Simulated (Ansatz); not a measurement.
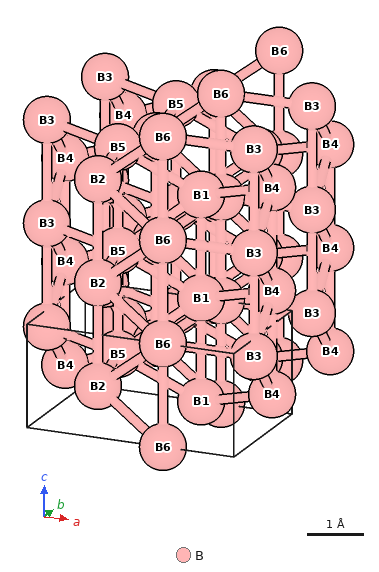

Starting structure of a crystal of B (a generated structure, set up in P6_122). The picture is a ball-and-stick view of the cell of the calculation, repeated 1 × 2 × 3 with one cell outlined, seen slightly off an axis.

All numbers below come from DFT PBE, scalar-relativistic, plane waves, PAW in Ansatz 0.2.0.

The input:
```yaml
crystal:
  lattice:
    - [5.0417581674, 0.0, 0.0]
    - [-2.5208790837, 4.3662906527, 0.0]
    - [0.0, 0.0, 1.8946835585]
  atoms:
    - { symbol: B, position: [0.6569656108, 0.6569656108, 0.1666666667] }
    - { symbol: B, position: [0.3430343892, 0.0, 0.5] }
    - { symbol: B, position: [0.0, 0.3430343892, 0.8333333333] }
    - { symbol: B, position: [0.0, 0.6569656108, 0.3333333333] }
    - { symbol: B, position: [0.3430343892, 0.3430343892, 0.6666666667] }
    - { symbol: B, position: [0.6569656108, 0.0, 0.0] }
basis:
  ecutwfc: 420
kpoints:
  mp_grid: { grid: [12, 12, 20] }
hamiltonian:
  xc: pbe
scf:
  occupations: { method: gaussian, width: 0.1 }
output:
  forces: true
  stress: true
  eigenvalues: true
relax:
  adjacent_minimum: "off"
  f_tol: 0.01
  max_steps: 80
  cell: { stress_tol: 0.05 }
```

Run as
```bash
ansatz run input.yaml --threads 1 --pin off --max-ram 2560MiB --backend cpu --events-out ev --progress --plain --runs-dir out
```

**What does the optimiser find from here?**

No atom moves by more than 0.005 Å relative to the cell. The volume changes by −0.6 %, with a = b 5.042 → 5.073 Å (+0.6 %), c 1.895 → 1.860 Å (−1.8 %). Among the contacts that change: B1–B1 1.895 → 1.860 Å, B1–B4 1.758 → 1.771 Å, B1–B5 1.845 → 1.839 Å. The space group stays P6_122 (No. 178). The energy falls by 5.6 meV per atom in 4 accepted moves (6 points after the start). Largest force component: 0.053 eV/Å at the start, under 0.0001 eV/Å at the end. The pressure goes from −0.70 to 0.00 GPa. The SCF was repeated twice at an unchanged geometry on a basis and grid sized afresh for the cell, which shifted the energy by less than 0.05 meV per atom at most. The run took 96 s on 1 thread of Arm Neoverse V2, with other jobs on the host, peak memory 0.42 GiB.

Final geometry:

```
B
1.0
     5.07283    0.00000    0.00000
    -2.53641    4.39320    0.00000
     0.00000    0.00000    1.86039
B
6
Direct
  0.65637 0.65637 0.16667
  0.34363 0.00000 0.50000
  0.00000 0.34363 0.83333
  0.00000 0.65637 0.33333
  0.34363 0.34363 0.66667
  0.65637 0.00000 0.00000
```

After the run, drawn alike:

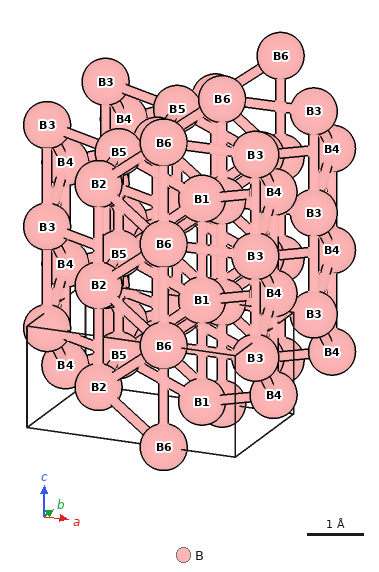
